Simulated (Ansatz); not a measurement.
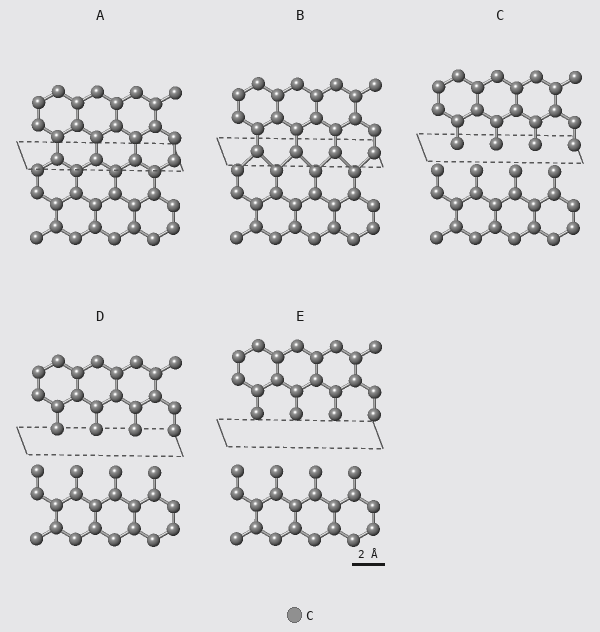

Frames of a one-coordinate scan of a crystal of C (P6/mmm). The picture is a ball-and-stick view of the layers on both sides of the dashed plane, seen from the side, nearly along that plane.

All numbers below come from Ansatz, DFT r2SCAN, scalar-relativistic, plane waves, PAW. Set-up: plane-wave cutoff 500 eV; k-point mesh 7 × 24 × 6; occupations gaussian; smearing width 0.15 eV; no spin polarisation. Energies (free energies at the smearing named) are counted from the relaxed crystal.

What is being scanned?

The crystal is pulled apart rigidly along the normal of the (1 0 1) plane of the conventional cell, at a cut between a plane of C below and one of C above, 0.69 Å apart. In the frames the opening is 0.00 Å (A), 0.50 Å (B), 1.00 Å (C), 2.00 Å (D), 3.00 Å (E). One cut stands in each cell, which starts 10.3 Å high; nothing is relaxed, and the dashed outline marks the cut. Their energies are 0.00 J/m², 2.87 J/m², 6.83 J/m², 7.37 J/m², 7.24 J/m².

Limits of the set-up: layers or molecules are held without a dispersion correction, so their spacing is unreliable.
